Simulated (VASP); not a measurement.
## CdTe with PBE + D3(BJ): from relaxation to properties

What structure does CdTe take at this level, and what are its properties? The steps: relaxing cell and atoms (PBE + D3(BJ)), second relaxation, single point with fields (PBE + D3(BJ)), bands along the symmetry lines (PBE + D3(BJ)), density of states (PBE + D3(BJ)), independent-particle dielectric function (PBE + D3(BJ)), core-level energies (PBE + D3(BJ)), bands along the symmetry lines (PBE + D3(BJ) + SOC), bands along the symmetry lines (HSE06) and bands along the symmetry lines (TB-mBJ). The start is a cell from a database of measured crystal structures.

Method: PBE with D3(BJ); plane waves and PAW (Cd, Te), in the first sound run; inputs show where later runs differ, in VASP 6.6.1.

## (1) The structure

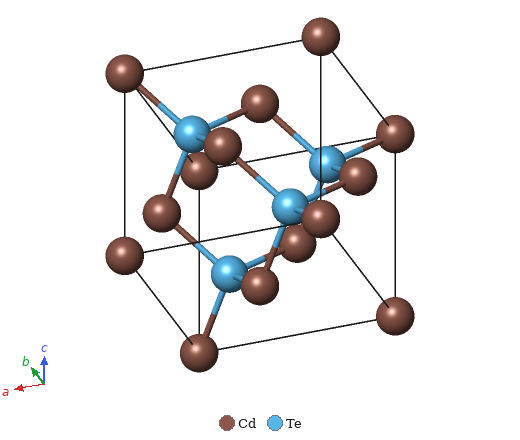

Start, viewed from a free direction; cadmium brown, tellurium blue. This picture shows the conventional cell, with its axes. Bonds to atoms that aren't drawn are left out. Some periodic images of atoms are drawn too.

## (2) Relaxing cell and atoms (PBE + D3(BJ))

The start need not lie at this functional's minimum. ISIF = 3 frees volume, shape and positions, and EDIFFG sets the threshold on forces and stress at which the search stops. PBE, the usual starting point, adds the gradient of the density. A dispersion term adds the long-range attraction that semilocal functionals lack. D3 with Becke-Johnson damping keeps a finite attraction at short range.

The input, INCAR:

```
SYSTEM = CdTe
PREC = Accurate
ENCUT = 400
EDIFF = 1E-06
NELM = 100
ISMEAR = 0
SIGMA = 0.05
LREAL = .FALSE.
ALGO = Normal
GGA = PE
IVDW = 12
NBANDS = 15
LORBIT = 11
LWAVE = .FALSE.
LCHARG = .FALSE.
KPAR = 2
IBRION = 2
NSW = 60
ISIF = 3
EDIFFG = -0.01
```

The input, POSCAR:

```
CdTe
1.0
    0.0000000000      3.2400000000      3.2400000000
    3.2400000000      0.0000000000      3.2400000000
    3.2400000000      3.2400000000      0.0000000000
Cd Te
1 1
Direct
    0.0000000000      0.0000000000      0.0000000000
    0.2500000000      0.2500000000      0.2500000000
```

The input, KPOINTS:

```
Automatic mesh
0
Gamma
5 5 5
0 0 0
```

Potentials, in the order of the species: Cd and Te (PBE family, release 64).

Command:

```console
$ mpirun -np 2 vasp_std
```

Log:

```text
[banner, memory and clock lines left out]
running    2 mpi-ranks, on    1 nodes
 distrk:  each k-point on    1 cores,    2 groups
 distr:  one band on    1 cores,    1 groups

 POSCAR found type information on POSCAR CdTe
 POSCAR found :  2 types and       2 ions
 LDA part: xc-table for (Slater+PW92), standard interpolation
 POSCAR, INCAR and KPOINTS ok, starting setup
 FFT: planning ... GRIDC
 FFT: planning ... GRID_SOFT
 FFT: planning ... GRID
 WAVECAR not read
 entering main loop
       N       E                     dE             d eps       ncg     rms          rms(c)
DAV:   1     0.852220817282E+02    0.85222E+02   -0.72631E+03   308   0.838E+02
DAV:   2    -0.195719208606E+01   -0.87179E+02   -0.83519E+02   356   0.227E+02
DAV:   3    -0.495999715118E+01   -0.30028E+01   -0.29998E+01   356   0.440E+01
DAV:   4    -0.498963568452E+01   -0.29639E-01   -0.29638E-01   450   0.376E+00
DAV:   5    -0.498969598832E+01   -0.60304E-04   -0.60303E-04   363   0.156E-01    0.564E+00
DAV:   6    -0.476922662921E+01    0.22047E+00   -0.39019E-01   336   0.780E+00    0.460E+00
DAV:   7    -0.475262563306E+01    0.16601E-01   -0.11684E-01   314   0.230E+00    0.174E+00
DAV:   8    -0.475351493877E+01   -0.88931E-03   -0.11300E-02   363   0.128E+00    0.498E-01
DAV:   9    -0.475385330356E+01   -0.33836E-03   -0.10031E-03   335   0.348E-01    0.117E-01
DAV:  10    -0.475391634202E+01   -0.63038E-04   -0.12419E-04   356   0.111E-01    0.559E-02
DAV:  11    -0.475395714658E+01   -0.40805E-04   -0.79030E-05   328   0.614E-02    0.348E-02
DAV:  12    -0.475395610351E+01    0.10431E-05   -0.31493E-06   349   0.162E-02    0.211E-02
DAV:  13    -0.475395582805E+01    0.27546E-06   -0.96685E-07   269   0.515E-03
   1 F= -.54380927E+01 E0= -.54380927E+01  d E =-.543809E+01
 curvature:   0.00 expect dE= 0.000E+00 dE for cont linesearch  0.000E+00
 trial: gam= 0.00000 g(F)=  0.468E-45 g(S)=  0.458E-02 ort = 0.000E+00 (trialstep = 0.100E+01)
 search vector abs. value=  0.458E-02
 bond charge predicted
       N       E                     dE             d eps       ncg     rms          rms(c)
DAV:   1    -0.482447585576E+01   -0.70520E-01   -0.10618E+00   335   0.123E+01    0.184E+00
DAV:   2    -0.477611148974E+01    0.48364E-01   -0.11475E-01   335   0.496E+00    0.599E-01
DAV:   3    -0.477080176939E+01    0.53097E-02   -0.10926E-02   363   0.109E+00    0.517E-01
DAV:   4    -0.476991914794E+01    0.88262E-03   -0.14126E-03   314   0.257E-01    0.801E-02
DAV:   5    -0.476988182264E+01    0.37325E-04   -0.14351E-04   349   0.145E-01    0.559E-02
DAV:   6    -0.476988270064E+01   -0.87800E-06   -0.30666E-05   336   0.527E-02    0.151E-02
DAV:   7    -0.476988305232E+01   -0.35168E-06   -0.49272E-06   377   0.270E-02
   2 F= -.54396092E+01 E0= -.54396092E+01  d E =-.151648E-02
 trial-energy change:   -0.001516  1 .order   -0.001550   -0.004584    0.001485
 step:   0.7492(harm=  0.7553)  dis= 0.00000  next Energy=    -5.439796 (dE=-0.170E-02)
 bond charge predicted
       N       E                     dE             d eps       ncg     rms          rms(c)
DAV:   1    -0.476993570964E+01   -0.53009E-04   -0.66280E-02   349   0.303E+00    0.440E-01
DAV:   2    -0.476684250417E+01    0.30932E-02   -0.75238E-03   328   0.126E+00    0.141E-01
DAV:   3    -0.476652478377E+01    0.31772E-03   -0.68240E-04   356   0.263E-01    0.119E-01
DAV:   4    -0.476648526374E+01    0.39520E-04   -0.84231E-05   321   0.661E-02    0.185E-02
DAV:   5    -0.476648490276E+01    0.36098E-06   -0.89980E-06   349   0.371E-02
   3 F= -.54397935E+01 E0= -.54397935E+01  d E =-.170084E-02
 curvature:  -0.38 expect dE=-0.106E-05 dE for cont linesearch -0.106E-05
 trial: gam=-0.02413 g(F)=  0.500E-45 g(S)=  0.281E-05 ort = 0.113E-03 (trialstep = 0.950E+00)
 search vector abs. value=  0.182E-08
 reached required accuracy - stopping structural energy minimisation
```

Elapsed: 8.8 s, on 2 MPI ranks of AMD EPYC 9R14 (Zen 4), shared host; peak memory 0.3 GiB; 15 s of CPU time.

Lines that name or quote the potential files are left out of all logs, and their timing lines are given in words.

From OUTCAR (step 2):

```text
ion  position               nearest neighbor table
   1  0.000  0.000  0.000-   2 2.81   2 2.81   2 2.81   2 2.81
   2  0.250  0.250  0.250-   1 2.81   1 2.81   1 2.81   1 2.81

  LATTYP: Found a face centered cubic cell.
 ALAT       =     6.4800000000

 Subroutine GETGRP returns: Found 24 space group operations
 (whereof 24 operations were pure point group operations)

The static configuration has the point symmetry T_d .

 Found     10 irreducible k-points:

   k-points           NKPTS =     10   k-points in BZ     NKDIM =     10   number of bands    NBANDS=     15

   dimension x,y,z NGX =    30 NGY =   30 NGZ =   30
   dimension x,y,z NGXF=    60 NGYF=   60 NGZF=   60

   ENCUT  =  400.0 eV  29.40 Ry    5.42 a.u.   7.47  7.47  7.47*2*pi/ulx,y,z

   NELECT =      18.0000    total number of electrons

 k-points in reciprocal lattice and weights: Automatic mesh
   0.00000000  0.00000000  0.00000000       0.008
   0.20000000  0.00000000  0.00000000       0.064
   0.40000000  0.00000000  0.00000000       0.064
   0.20000000  0.20000000  0.00000000       0.048
   0.40000000  0.20000000  0.00000000       0.192
  -0.40000000  0.20000000  0.00000000       0.192
  -0.20000000  0.20000000  0.00000000       0.096
   0.40000000  0.40000000  0.00000000       0.048
  -0.40000000  0.40000000  0.00000000       0.096
  -0.40000000  0.40000000  0.20000000       0.192

 Edisp (eV)   -0.66973

 average (electrostatic) potential at core
       1 -39.1509       2 -91.4263

 E-fermi :   2.5151

 k-point     1 :       0.0000    0.0000    0.0000
  band No.  band energies     occupation
    ...
      5      -5.7621      2.00000
      6      -5.7621      2.00000
      7       2.2381      2.00000
      8       2.2381      2.00000
      9       2.2381      2.00000
     10       2.9632      0.00000
     11       6.8413      0.00000
     12       6.8413      0.00000
     13       6.8413      0.00000
     14       9.6816      0.00000
    ...

 k-point     2 :       0.2000    0.0000    0.0000
  band No.  band energies     occupation
    ...
      5      -5.7629      2.00000
      6      -5.7629      2.00000
      7       0.1158      2.00000
      8       1.9386      2.00000
      9       1.9386      2.00000
     10       4.1557      0.00000
     11       7.1534      0.00000
     12       7.2694      0.00000
     13       7.2694      0.00000
     14      10.6370      0.00000
    ...

 k-point     3 :       0.4000    0.0000    0.0000
  band No.  band energies     occupation
    ...
      5      -5.7556      2.00000
      6      -5.5225      2.00000
      7      -1.7984      2.00000
      8       1.5419      2.00000
      9       1.5419      2.00000
     10       4.0807      0.00000
     11       7.4467      0.00000
     12       7.4467      0.00000
     13       9.0625      0.00000
     14      10.3996      0.00000
    ...

 Edisp (eV)   -0.67331

  Total       0.00623     0.00623     0.00623     0.00000     0.00000     0.00000
  in kB       0.14470     0.14470     0.14470     0.00000     0.00000     0.00000
  external pressure =        0.14 kB  Pullay stress =        0.00 kB

  energy-cutoff  :      400.00
  volume of cell :       68.96
      direct lattice vectors                 reciprocal lattice vectors
     0.000000000  3.254736716  3.254736716    -0.153622257  0.153622257  0.153622257
     3.254736716  0.000000000  3.254736716     0.153622257 -0.153622257  0.153622257
     3.254736716  3.254736716  0.000000000     0.153622257  0.153622257 -0.153622257

 POSITION                                       TOTAL-FORCE (eV/Angst)
 -----------------------------------------------------------------------------------
      0.00000      0.00000      0.00000        -0.000000     -0.000000     -0.000000
      1.62737      1.62737      1.62737         0.000000      0.000000      0.000000
 -----------------------------------------------------------------------------------
    total drift:                               -0.000001     -0.000001     -0.000001

  FREE ENERGIE OF THE ION-ELECTRON SYSTEM (eV)
  ---------------------------------------------------
  free  energy   TOTEN  =        -5.4397935322 eV

  energy  without entropy=       -5.4397935322  energy(sigma->0) =       -5.43979353

 reached required accuracy - stopping structural energy minimisation

 total charge
# of ion       s       p       d       tot
------------------------------------------
    1        0.466   0.311   9.528  10.305
    2        1.349   2.061   0.020   3.430
--------------------------------------------------
tot          1.815   2.372   9.548  13.735

[... 3 further parts left out ...]
```

The gap is read on the k-mesh alone, so it is an upper bound where the band edges lie off the mesh. The run keeps the 24 symmetry operations of its start, so it cannot find a distortion of lower symmetry.

The steps of the relaxation:

```csv
step,energy less that of the first step (eV),largest force (eV/Å),pressure (GPa),volume (Å³)
1,0.0000,0.0000,0.59,68.02
2,-0.0015,0.0000,-0.19,69.27
3,-0.0017,0.0000,0.01,68.96
```

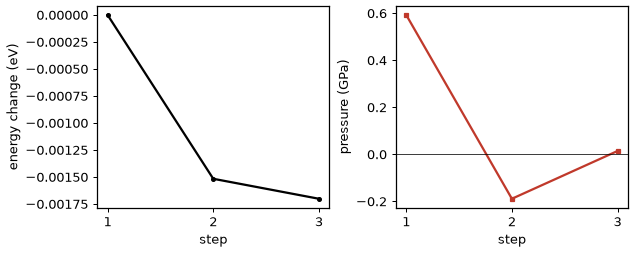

Energy and pressure along the relaxation.

```csv
"conventional cell, symmetrised",before,after,change
a (Å),6.480,6.509,+0.5 %
b (Å),6.480,6.509,+0.5 %
c (Å),6.480,6.509,+0.5 %
volume (Å³/atom),34.01,34.48,+1.4 %
```

Final coordinates:

```xyz
2
Lattice="0.0000 3.2547 3.2547 3.2547 0.0000 3.2547 3.2547 3.2547 0.0000" Properties=species:S:1:pos:R:3 pbc="T T T"
Cd    0.0000    0.0000    0.0000
Te    1.6274    1.6274    1.6274
```

This step gave:

| Property | Result |
| --- | --- |
| electrons | 18 |
| bands | 15 |
| irreducible k-points | 10 |
| symmetry operations | 24 |
| free energy (TOTEN) | -5.440 eV |
| Fermi energy | 2.515 eV |
| pressure | 0.01447 GPa |
| metallic | no |
| valence top at k | 0, 0, 0 |
| conduction bottom at k | 0, 0, 0 |
| least direct gap at k | 0, 0, 0 |
| SCF cycles over all ionic steps | 25 |
| gap on the k-mesh | 0.7251 eV |
| least direct gap on the k-mesh | 0.7251 eV |

It ends with forces that vanish by symmetry and a pressure of 0.01 GPa. The volume lies +1.4 % from that of the database's start.

## (3) Second relaxation

The basis stayed that of the start cell while the cell moved. A rerun from the cell reached resets it; the error of the finite cutoff stays.

INCAR is that of step 2.

The input, POSCAR:

```
CdTe
1.0
    0.0000000000      3.2547367159      3.2547367159
    3.2547367159      0.0000000000      3.2547367159
    3.2547367159      3.2547367159      0.0000000000
Cd Te
1 1
Direct
    0.0000000000      0.0000000000      0.0000000000
    0.2500000000      0.2500000000      0.2500000000
```

KPOINTS is that of step 2.

Command:

```console
$ mpirun -np 2 vasp_std
```

Log:

```text
[... set-up lines as in an earlier step ...]
 entering main loop
       N       E                     dE             d eps       ncg     rms          rms(c)
DAV:   1     0.822009692446E+02    0.82201E+02   -0.72853E+03   308   0.836E+02
DAV:   2    -0.226442153688E+01   -0.84465E+02   -0.81780E+02   370   0.221E+02
DAV:   3    -0.497627876794E+01   -0.27119E+01   -0.27089E+01   363   0.420E+01
DAV:   4    -0.500487888524E+01   -0.28600E-01   -0.28599E-01   457   0.357E+00
DAV:   5    -0.500493854826E+01   -0.59663E-04   -0.59662E-04   370   0.153E-01    0.548E+00
DAV:   6    -0.478346136425E+01    0.22148E+00   -0.39021E-01   336   0.771E+00    0.450E+00
DAV:   7    -0.476695314475E+01    0.16508E-01   -0.11485E-01   314   0.227E+00    0.172E+00
DAV:   8    -0.476786909417E+01   -0.91595E-03   -0.11045E-02   342   0.126E+00    0.492E-01
DAV:   9    -0.476821396561E+01   -0.34487E-03   -0.10005E-03   335   0.343E-01    0.114E-01
DAV:  10    -0.476827781610E+01   -0.63850E-04   -0.12338E-04   335   0.110E-01    0.556E-02
DAV:  11    -0.476831937796E+01   -0.41562E-04   -0.81243E-05   335   0.602E-02    0.363E-02
DAV:  12    -0.476831831155E+01    0.10664E-05   -0.31943E-06   342   0.155E-02    0.220E-02
DAV:  13    -0.476831804492E+01    0.26663E-06   -0.77376E-07   269   0.444E-03
   1 F= -.54416267E+01 E0= -.54416267E+01  d E =-.544163E+01
 curvature:   0.00 expect dE= 0.000E+00 dE for cont linesearch  0.000E+00
 trial: gam= 0.00000 g(F)=  0.202E-46 g(S)=  0.293E-05 ort = 0.000E+00 (trialstep = 0.100E+01)
 search vector abs. value=  0.293E-05
 reached required accuracy - stopping structural energy minimisation
```

The job ended after 5 s (2 MPI ranks; peak memory 0.29 GiB).

OUTCAR, selected parts (step 3):

```text
  LATTYP: Found a face centered cubic cell.
 ALAT       =     6.5094734318

The static configuration has the point symmetry T_d .

 Found     10 irreducible k-points:

   ENCUT  =  400.0 eV  29.40 Ry    5.42 a.u.   7.51  7.51  7.51*2*pi/ulx,y,z

   NELECT =      18.0000    total number of electrons

 E-fermi :   2.5151

 k-point     1 :       0.0000    0.0000    0.0000
  band No.  band energies     occupation
    ...
      5      -5.7631      2.00000
      6      -5.7631      2.00000
      7       2.2381      2.00000
      8       2.2381      2.00000
      9       2.2381      2.00000
     10       2.9628      0.00000
     11       6.8413      0.00000
     12       6.8413      0.00000
     13       6.8413      0.00000
     14       9.6801      0.00000
    ...

 k-point     2 :       0.2000    0.0000    0.0000
  band No.  band energies     occupation
    ...
      5      -5.7642      2.00000
      6      -5.7642      2.00000
      7       0.1156      2.00000
      8       1.9385      2.00000
      9       1.9385      2.00000
     10       4.1555      0.00000
     11       7.1527      0.00000
     12       7.2695      0.00000
     13       7.2695      0.00000
     14      10.6366      0.00000
    ...

 Edisp (eV)   -0.67331

  Total       0.00636     0.00636     0.00636     0.00000     0.00000    -0.00000
  in kB       0.14779     0.14779     0.14779     0.00000     0.00000    -0.00000
  external pressure =        0.15 kB  Pullay stress =        0.00 kB

 POSITION                                       TOTAL-FORCE (eV/Angst)
 -----------------------------------------------------------------------------------
      0.00000      0.00000      0.00000        -0.000000      0.000000     -0.000000
      1.62737      1.62737      1.62737         0.000000     -0.000000      0.000000
 -----------------------------------------------------------------------------------
    total drift:                               -0.000001     -0.000001     -0.000001

  FREE ENERGIE OF THE ION-ELECTRON SYSTEM (eV)
  ---------------------------------------------------
  free  energy   TOTEN  =        -5.4416266744 eV

  energy  without entropy=       -5.4416266744  energy(sigma->0) =       -5.44162667

 total charge
# of ion       s       p       d       tot
------------------------------------------
    1        0.466   0.311   9.529  10.306
    2        1.349   2.061   0.020   3.430
--------------------------------------------------
tot          1.815   2.372   9.549  13.735

[... 6 parts as in an earlier step ...]

[... 6 further parts left out ...]
```

CONTCAR:

```
CdTe
   1.00000000000000
     0.0000000000000000    3.2547367159000000    3.2547367159000000
     3.2547367159000000    0.0000000000000000    3.2547367159000000
     3.2547367159000000    3.2547367159000000    0.0000000000000000
  Cd              Te
     1     1
Direct
     0.0000000000000000    0.0000000000000000    0.0000000000000000
     0.2500000000000000    0.2500000000000000    0.2500000000000000
```

Little changed from the start: no atom moved by 0.005 Å and no cell edge by 0.1 %.

This step gave:

* free energy (TOTEN): -5.442 eV
* pressure: 0.01478 GPa
* SCF cycles over all ionic steps: 13
* gap on the k-mesh: 0.7247 eV
* least direct gap on the k-mesh: 0.7247 eV

It ends with forces that vanish by symmetry and a pressure of 0.01 GPa. The volume moved by under 0.01 %: the run met its threshold at the first step.

[end of part 1 of 4]

[Lines on the potential files, build, host, timing and source positions are cut from VASP's logs without a mark.]

[Logs are printed without paths, hosts, clocks, repeated set-up lines and the standing remarks that a program may print on its own settings, such as how far it seeks lower states.]

[Hosts, paths, dates, database ids (printed as entryN), source tags and the programs' standing remarks are cut or masked in the printed files.]

[A measured line is paired with the nearest computed mode of its activity, which favours agreement.]
